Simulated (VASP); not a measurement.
# Run report: CuI, geometry relaxation

CuI (F-43m, 2 atoms in the cell), computed with Kohn-Sham DFT of a periodic cell, PBE, VASP PAW PBE potentials, recommended, no spin polarisation (VASP 6.6.1).

The structure derives from an entry of the Crystallography Open Database.

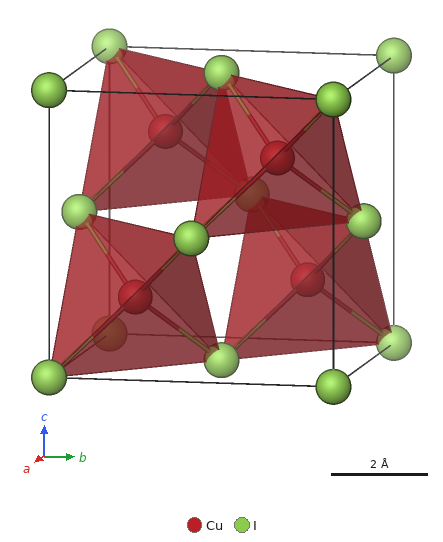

The starting structure (polyhedral view of the cell 4 times as large as that of the calculation, set on its symmetry axes, seen slightly off an axis; polyhedra are completed across the faces of the cell).

INCAR
```
SYSTEM = CuI
PREC = Accurate ; ENCUT = 600
EDIFF = 1E-6 ; ISMEAR = 0
SIGMA = 0.03 ; LREAL = .False.
LASPH = .True. ; NELM = 80
ALGO = Normal ; ISIF = 3
LWAVE = .False. ; LCHARG = .False.
GGA = PE ; IBRION = 2
NSW = 90 ; EDIFFG = -0.01
```

KPOINTS
```
Automatic mesh
0
Gamma
  8 8 8
  0 0 0
```

POSCAR
```
CuI
1.0
    0.0000000000      3.0315000000      3.0315000000
    3.0315000000      0.0000000000      3.0315000000
    3.0315000000      3.0315000000      0.0000000000
Cu I
1 1
Direct
    0.2500000000      0.2500000000      0.2500000000
    0.0000000000      0.0000000000      0.0000000000
```

Run on 1 thread of Intel Xeon (Granite Rapids), 64 GiB of memory available, shared host.

Launched with:
```bash
cat potpaw_PBE.64/Cu/POTCAR potpaw_PBE.64/I/POTCAR > POTCAR
mpirun -np 1 vasp_std > vasp.out
```

OSZICAR
```
N       E                     dE             d eps       ncg     rms          rms(c)
DAV:   1     0.104309101327E+03    0.10431E+03   -0.84829E+03   759   0.166E+03
DAV:   2     0.242175683517E+01   -0.10189E+03   -0.95217E+02   764   0.279E+02
DAV:   3    -0.550262129378E+01   -0.79244E+01   -0.77730E+01  1025   0.850E+01
DAV:   4    -0.576610006207E+01   -0.26348E+00   -0.26314E+00   804   0.135E+01
DAV:   5    -0.577892541736E+01   -0.12825E-01   -0.12824E-01  1101   0.362E+00    0.530E+00
DAV:   6    -0.570244289918E+01    0.76483E-01   -0.34773E+00   803   0.544E+01    0.339E+00
DAV:   7    -0.556211975470E+01    0.14032E+00   -0.78652E-01   824   0.323E+01    0.168E+00
DAV:   8    -0.556472236795E+01   -0.26026E-02   -0.48633E-02  1109   0.369E+00    0.482E-01
DAV:   9    -0.556179695595E+01    0.29254E-02   -0.13925E-02   957   0.377E+00    0.161E-01
DAV:  10    -0.556197468100E+01   -0.17773E-03   -0.71251E-04   884   0.220E-01    0.604E-02
DAV:  11    -0.556199305764E+01   -0.18377E-04   -0.39366E-04   934   0.623E-01    0.355E-02
DAV:  12    -0.556199095536E+01    0.21023E-05   -0.31350E-05  1183   0.103E-01    0.297E-02
DAV:  13    -0.556198849860E+01    0.24568E-05   -0.44459E-06   986   0.602E-02    0.134E-02
DAV:  14    -0.556198839147E+01    0.10713E-06   -0.74712E-06  1088   0.788E-02
   1 F= -.55619884E+01 E0= -.55619884E+01  d E =-.556199E+01
       N       E                     dE             d eps       ncg     rms          rms(c)
DAV:   1    -0.558115191502E+01   -0.19163E-01   -0.31532E-01   754   0.144E+01    0.105E+00
DAV:   2    -0.556930503707E+01    0.11847E-01   -0.18400E-01   772   0.142E+01    0.412E-01
DAV:   3    -0.556322344043E+01    0.60816E-02   -0.35777E-02   759   0.638E+00    0.187E-01
DAV:   4    -0.556261050544E+01    0.61293E-03   -0.20971E-03   934   0.494E-01    0.630E-02
DAV:   5    -0.556258091133E+01    0.29594E-04   -0.69585E-05  1096   0.195E-01    0.533E-02
DAV:   6    -0.556256246941E+01    0.18442E-04   -0.20930E-05  1181   0.743E-02    0.146E-02
DAV:   7    -0.556256114766E+01    0.13218E-05   -0.42449E-06   908   0.609E-02    0.487E-03
DAV:   8    -0.556256149635E+01   -0.34869E-06   -0.12096E-06   475   0.865E-03
   2 F= -.55625615E+01 E0= -.55625615E+01  d E =-.573105E-03
```

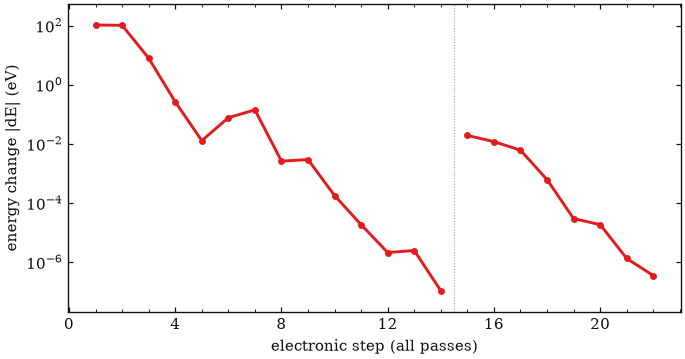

Convergence of the self-consistent field: energy change |dE| against the electronic step. Each stretch between dotted lines is the SCF of one geometry step of a relaxation. The 2 ionic steps take 8 to 14 electronic steps each. The density is held fixed in the first few steps, and dE rises again when its update begins.

Parts of OUTCAR
```
SYSTEM = CuI
   PREC = Accurate
   ENCUT = 600
   EDIFF = 1E-6
   ISMEAR = 0
   LREAL = .False.
   LASPH = .True.
   NELM = 80
   ISIF = 3
   GGA = PE
   IBRION = 2
   NSW = 90
   EDIFFG = -0.01

 ion  position               nearest neighbor table
   1  0.250  0.250  0.250-   2 2.63   2 2.63   2 2.63   2 2.63
   2  0.000  0.000  0.000-   1 2.63   1 2.63   1 2.63   1 2.63

  LATTYP: Found a face centered cubic cell.
 ALAT       =     6.0630000000

  Lattice vectors:

 A1 = (   0.0000000000,   3.0315000000,   3.0315000000)
 A2 = (   3.0315000000,   0.0000000000,   3.0315000000)
 A3 = (   3.0315000000,   3.0315000000,   0.0000000000)

Analysis of symmetry for initial positions (statically):
=====================================================================
 Subroutine PRICEL returns:
 Original cell was already a primitive cell.

 Routine SETGRP: Setting up the symmetry group for a
 face centered cubic supercell.

 Subroutine GETGRP returns: Found 24 space group operations
 (whereof 24 operations were pure point group operations)
 out of a pool of 48 trial point group operations.

The static configuration has the point symmetry T_d .

Analysis of symmetry for dynamics (positions and initial velocities):
=====================================================================
 Subroutine PRICEL returns:
 Original cell was already a primitive cell.

 Routine SETGRP: Setting up the symmetry group for a
 face centered cubic supercell.

 Subroutine GETGRP returns: Found 24 space group operations
 (whereof 24 operations were pure point group operations)
 out of a pool of 48 trial point group operations.

The dynamic configuration has the point symmetry T_d .

 Subroutine INISYM returns: Found 24 space group operations
 (whereof 24 operations are pure point group operations),
 and found     1 'primitive' translations

----------------------------------------------------------------------------------------

                                     Primitive cell

  volume of cell :      55.7189

  direct lattice vectors                    reciprocal lattice vectors
     0.000000000  3.031500000  3.031500000    -0.164934851  0.164934851  0.164934851
     3.031500000  0.000000000  3.031500000     0.164934851 -0.164934851  0.164934851
     3.031500000  3.031500000  0.000000000     0.164934851  0.164934851 -0.164934851

  length of vectors
     4.287188414  4.287188414  4.287188414     0.285675541  0.285675541  0.285675541

  position of ions in fractional coordinates (direct lattice)
     0.250000000  0.250000000  0.250000000
     0.000000000  0.000000000  0.000000000

  ion indices of the primitive-cell ions
   primitive index   ion index
                 1           1
                 2           2

----------------------------------------------------------------------------------------

 KPOINTS: Automatic mesh

Automatic generation of k-mesh.
 Grid dimensions read from file:
 generate k-points for:    8    8    8

 Generating k-lattice:

  Cartesian coordinates                     Fractional coordinates (reciprocal lattice)
    -0.020616856  0.020616856  0.020616856     0.125000000  0.000000000  0.000000000
     0.020616856 -0.020616856  0.020616856     0.000000000  0.125000000  0.000000000
     0.020616856  0.020616856 -0.020616856     0.000000000  0.000000000  0.125000000

  Length of vectors
     0.035709443  0.035709443  0.035709443

  Shift w.r.t. Gamma in fractional coordinates (k-lattice)
     0.000000000  0.000000000  0.000000000

 Subroutine IBZKPT returns following result:
 ===========================================

 Found     29 irreducible k-points:

 Following reciprocal coordinates:
            Coordinates               Weight
  0.000000  0.000000  0.000000      1.000000
  0.125000  0.000000  0.000000      8.000000
  0.250000  0.000000  0.000000      8.000000
  0.375000  0.000000  0.000000      8.000000
  0.500000  0.000000  0.000000      4.000000
  0.125000  0.125000  0.000000      6.000000
  0.250000  0.125000  0.000000     24.000000
  0.375000  0.125000  0.000000     24.000000
  0.500000  0.125000  0.000000     24.000000
 -0.375000  0.125000  0.000000     24.000000
 -0.250000  0.125000  0.000000     24.000000
 -0.125000  0.125000  0.000000     12.000000
  0.250000  0.250000  0.000000      6.000000
  0.375000  0.250000  0.000000     24.000000
  0.500000  0.250000  0.000000     24.000000
 -0.375000  0.250000  0.000000     24.000000
 -0.250000  0.250000  0.000000     12.000000
  0.375000  0.375000  0.000000      6.000000
  0.500000  0.375000  0.000000     24.000000
 -0.375000  0.375000  0.000000     12.000000
  0.500000  0.500000  0.000000      3.000000
  0.375000  0.250000  0.125000     24.000000
  0.500000  0.250000  0.125000     48.000000
 -0.375000  0.250000  0.125000     24.000000
 [... further k-points ...]
   k-points           NKPTS =     29   k-points in BZ     NKDIM =     29   number of bands    NBANDS=     13
   number of dos      NEDOS =    301   number of ions     NIONS =      2
   total plane-waves  NPLWV =  46656
   dimension x,y,z NGX =    36 NGY =   36 NGZ =   36
   dimension x,y,z NGXF=    72 NGYF=   72 NGZF=   72
   ions per type =               1   1
   NGX,Y,Z   is equivalent  to a cutoff of  13.96, 13.96, 13.96 a.u.
   NGXF,Y,Z  is equivalent  to a cutoff of  27.92, 27.92, 27.92 a.u.
 SYSTEM =  CuI
   PREC   = accura    normal or accurate (medium, high low for compatibility)
   ISTART =      0    job   : 0-new  1-cont  2-samecut
   ICHARG =      2    charge: 1-file 2-atom 10-const
   ISPIN  =      1    spin polarized calculation?
   LNONCOLLINEAR =      F non collinear calculations
   LSORBIT =      F    spin-orbit coupling
   LASPH  =      T    aspherical Exc in radial PAW
   ENCUT  =  600.0 eV  44.10 Ry    6.64 a.u.   8.56  8.56  8.56*2*pi/ulx,y,z
   NELM   =     80;   NELMIN=  2; NELMDL= -5     # of ELM steps
   EDIFF  = 0.1E-05   stopping-criterion for ELM
   LREAL  =      F    real-space projection
   EDIFFG = -.1E-01   stopping-criterion for IOM
   NSW    =     90    number of steps for IOM
   IBRION =      2    ionic relax: 0-MD 1-quasi-New 2-CG
   NFREE  =      1    steps in history (QN), initial steepest desc. (CG)
   ISIF   =      3    stress and relaxation
   ISYM   =      2    0-nonsym 1-usesym 2-fastsym
   POTIM  = 0.5000    time-step for ionic-motion
   TEBEG  =    0.0;   TEEND  =   0.0 temperature during run
   PSTRESS=    0.0 pullay stress
   NELECT =      18.0000    total number of electrons
   NUPDOWN=      -1.0000    fix difference up-down
   EMIN   =  10.00;   EMAX   =-10.00  energy-range for DOS
   EFERMI =   0.00;   METHOD = LEGACY
   ISMEAR =     0;   SIGMA  =   0.03  broadening in eV -4-tet -1-fermi 0-gaus
   EFERMI_NEDOS =   21; number of points for ismear=-14 and -15
   IALGO  =     38    algorithm
   IMIX   =      4    mixing-type and parameters
     AMIX     =   0.40;   BMIX     =  1.00
     AMIX_MAG =   1.60;   BMIX_MAG =  1.00
  volume/ion in A,a.u.               =      27.86       188.00
  Fermi-wavevector in a.u.,A,eV,Ry     =   1.123306  2.122741 17.168055  1.261816
  Thomas-Fermi vector in A             =   2.259971
   LORBIT       =      0    0 simple, 1 ext, 2 COOP (PROOUT), +10 PAW based schemes
   GGA     = PE    functional components
   LHFCALC =     F    Hartree Fock is set to
   AEXX    =    0.0000 exact exchange contribution
   IVDW    =     0    specifies the selected vdW correction
   LEPSILON=     F    determine dielectric tensor
   LRPA    =     F    only Hartree local field effects (RPA)
 conjugate gradient relaxation of ions
 non-spin polarized calculation
 Gauss-broadening in eV      SIGMA  =   0.03
  energy-cutoff  :      600.00
  volume of cell :       55.72
 maximum number of plane-waves:      1880
 NGX is ok and might be reduce to    36
   NGX = 17   NGY = 17   NGZ = 17

--------------------------------------- Ionic step        1  -------------------------------------------

 number of electron      18.0000006 magnetization

 Free energy of the ion-electron system (eV)
  ---------------------------------------------------
  ext. energy  EPLUGINS =         0.00000000
  ---------------------------------------------------
  free energy    TOTEN  =        -5.56198839 eV

  energy without entropy =       -5.56198839  energy(sigma->0) =       -5.56198839

------------------------ aborting loop because EDIFF is reached ----------------------------------------

  FORCE on cell =-STRESS in cart. coord.  units (eV):
  Direction    XX          YY          ZZ          XY          YZ          ZX
  --------------------------------------------------------------------------------------
  -------------------------------------------------------------------------------------
  Total        0.1138975      0.1138975      0.1138975      0.0000000      0.0000000      0.0000000
  in kB        3.2750812      3.2750812      3.2750812      0.0000000      0.0000000      0.0000000
  external PRESSURE =       3.2750812 kB  Pullay stress =       0.0000000 kB

 VOLUME and BASIS-vectors are now :
 -----------------------------------------------------------------------------
  energy-cutoff  :      600.00
  volume of cell :       55.72
      direct lattice vectors                 reciprocal lattice vectors
     0.000000000  3.031500000  3.031500000    -0.164934851  0.164934851  0.164934851
     3.031500000  0.000000000  3.031500000     0.164934851 -0.164934851  0.164934851
     3.031500000  3.031500000  0.000000000     0.164934851  0.164934851 -0.164934851

 POSITION                                       TOTAL-FORCE (eV/Angst)
 -----------------------------------------------------------------------------------
      1.51575      1.51575      1.51575        -0.000000     -0.000000     -0.000000
      0.00000      0.00000      0.00000         0.000000      0.000000      0.000000
 -----------------------------------------------------------------------------------
    total drift:                                0.000001      0.000001      0.000001

  FREE ENERGIE OF THE ION-ELECTRON SYSTEM (eV)
  ---------------------------------------------------
  free  energy   TOTEN  =        -5.5619883915 eV

  energy  without entropy=       -5.5619883915  energy(sigma->0) =       -5.56198839

--------------------------------------- Ionic step        2  -------------------------------------------

 number of electron      18.0000008 magnetization

 Free energy of the ion-electron system (eV)
  ---------------------------------------------------
  ext. energy  EPLUGINS =         0.00000000
  ---------------------------------------------------
  free energy    TOTEN  =        -5.56256150 eV

  energy without entropy =       -5.56256150  energy(sigma->0) =       -5.56256150

 E-fermi :   4.4837     XC(G=0):  -8.8989     alpha+bet : -9.1320

 val. band max:        4.3417050231   @ k =   0.0000   0.0000   0.0000
 cond. band min:       5.4637477428   @ k =   0.0000   0.0000   0.0000
 fundamental gap:      1.1220427197
 Fermi energy:         4.4836788578

 k-point     1 :       0.0000    0.0000    0.0000
  band No.  band energies     occupation
      1      -9.6257      2.00000
      2       0.7399      2.00000
      3       0.7399      2.00000
      4       0.7399      2.00000
      5       2.5245      2.00000
      6       2.5245      2.00000
      7       4.3417      2.00000
      8       4.3417      2.00000
      9       4.3417      2.00000
     10       5.4637      0.00000
     11       9.2222      0.00000
     12       9.2222      0.00000
     13       9.2222      0.00000

 k-point     2 :       0.1250    0.0000    0.0000
  band No.  band energies     occupation
      1      -9.5547      2.00000
      2       0.4446      2.00000
      3       0.7452      2.00000
      4       0.7452      2.00000
      5       2.5185      2.00000
      6       2.5185      2.00000
      7       3.7322      2.00000
      8       4.2285      2.00000
      9       4.2285      2.00000
     10       6.1530      0.00000
     11       9.1274      0.00000
     12       9.4365      0.00000
     13       9.4365      0.00000

 k-point     3 :       0.2500    0.0000    0.0000
  band No.  band energies     occupation
      1      -9.3731      2.00000
      2      -0.2519      2.00000
      3       0.7551      2.00000
      4       0.7551      2.00000
      5       2.5157      2.00000
      6       2.5157      2.00000
      7       3.0911      2.00000
      8       3.9787      2.00000
      9       3.9787      2.00000
     10       6.6016      0.00000
     11       9.7684      0.00000
     12       9.7684      0.00000
     13       9.7991      0.00000

 k-point     4 :       0.3750    0.0000    0.0000
  band No.  band energies     occupation
      1      -9.1744      2.00000
      2      -0.9197      2.00000
      3       0.7601      2.00000
      4       0.7601      2.00000
      5       2.5349      2.00000
      6       2.5349      2.00000
      7       2.7184      2.00000
      8       3.7444      2.00000
      9       3.7444      2.00000
     10       6.5487      0.00000
     11       9.8029      0.00000
     12       9.8029      0.00000
     13      11.1851      0.00000

 k-point     5 :       0.5000    0.0000    0.0000
  band No.  band energies     occupation
      1      -9.0860      2.00000
      2      -1.1893      2.00000
      3       0.7607      2.00000
      4       0.7607      2.00000
      5       2.5520      2.00000
      6       2.5520      2.00000
      7       2.5957      2.00000
      8       3.6470      2.00000
      9       3.6470      2.00000
     10       6.4930      0.00000
     11       9.7542      0.00000
     12       9.7542      0.00000
     13      11.7313      0.00000

 [... the levels of 18 k-points are left out ...]

 k-point    24 :      -0.3750    0.2500    0.1250
  band No.  band energies     occupation
      1      -8.9953      2.00000
      2      -0.9326      2.00000
      3       0.2038      2.00000
      4       0.7105      2.00000
      5       2.4619      2.00000
      6       2.5358      2.00000
      7       2.6489      2.00000
      8       3.0655      2.00000
      9       3.3596      2.00000
     10       7.8155      0.00000
     11       9.0253      0.00000
     12      10.5367      0.00000
     13      11.7207      0.00000

 [... further k-points ...]

------------------------ aborting loop because EDIFF is reached ----------------------------------------

  FORCE on cell =-STRESS in cart. coord.  units (eV):
  Direction    XX          YY          ZZ          XY          YZ          ZX
  --------------------------------------------------------------------------------------
  -------------------------------------------------------------------------------------
  Total        0.0188376      0.0188376      0.0188376      0.0000000      0.0000000      0.0000000
  in kB        0.5372297      0.5372297      0.5372297      0.0000000      0.0000000      0.0000000
  external PRESSURE =       0.5372297 kB  Pullay stress =       0.0000000 kB

 VOLUME and BASIS-vectors are now :
 -----------------------------------------------------------------------------
  energy-cutoff  :      600.00
  volume of cell :       56.18
      direct lattice vectors                 reciprocal lattice vectors
     0.000000000  3.039828618  3.039828618    -0.164482957  0.164482957  0.164482957
     3.039828618  0.000000000  3.039828618     0.164482957 -0.164482957  0.164482957
     3.039828618  3.039828618  0.000000000     0.164482957  0.164482957 -0.164482957

 POSITION                                       TOTAL-FORCE (eV/Angst)
 -----------------------------------------------------------------------------------
      1.51991      1.51991      1.51991        -0.000000     -0.000000     -0.000000
      0.00000      0.00000      0.00000         0.000000      0.000000      0.000000
 -----------------------------------------------------------------------------------
    total drift:                                0.000001      0.000001      0.000001

  FREE ENERGIE OF THE ION-ELECTRON SYSTEM (eV)
  ---------------------------------------------------
  free  energy   TOTEN  =        -5.5625614963 eV

  energy  without entropy=       -5.5625614963  energy(sigma->0) =       -5.56256150

 reached required accuracy - stopping structural energy minimisation
```

CONTCAR
```
CuI
   1.00000000000000
     0.0000000000000000    3.0398286184549335    3.0398286184549335
     3.0398286184549335    0.0000000000000000    3.0398286184549335
     3.0398286184549335    3.0398286184549335    0.0000000000000000
  Cu              I
     1     1
Direct
     0.2500000000000000    0.2500000000000000    0.2500000000000000
     0.0000000000000000    0.0000000000000000    0.0000000000000000

  0.00000000E+00  0.00000000E+00  0.00000000E+00
  0.00000000E+00  0.00000000E+00  0.00000000E+00
```

Trajectory as extended XYZ (Å, eV, eV/Å), 2 frames, from step=0 to step=1
```
2
Lattice="0.0000 3.0315 3.0315 3.0315 0.0000 3.0315 3.0315 3.0315 0.0000" Properties=species:S:1:pos:R:3:forces:R:3 step=0 energy=-5.56199
Cu    1.5157    1.5157    1.5157    0.0000   0.0000   0.0000
I     0.0000    0.0000    0.0000    0.0000   0.0000   0.0000
2
Lattice="0.0000 3.0398 3.0398 3.0398 0.0000 3.0398 3.0398 3.0398 0.0000" Properties=species:S:1:pos:R:3:forces:R:3 step=1 energy=-5.56256
Cu    1.5199    1.5199    1.5199    0.0000   0.0000   0.0000
I     0.0000    0.0000    0.0000    0.0000   0.0000   0.0000
```

Results in brief

| quantity | value |
| --- | --- |
| outcome | converged |
| space group (tolerance 0.01 Å) | F-43m (216) |
| electrons treated | 18 |
| free energy | −5.5626 eV |
| Fermi energy | 4.484 eV |
| gap on the k-point mesh | 1.12 eV |
| pressure | 0.05 GPa |
| final volume | 56.18 Å³ |
| largest force (length of the vector) at the end | under 0.001 eV/Å |
| final cell | a = 4.299 Å, b = 4.299 Å, c = 4.299 Å, α = 60.00°, β = 60.00°, γ = 60.00° |
| wall time | 19 s |
| peak memory | 0.22 GiB |
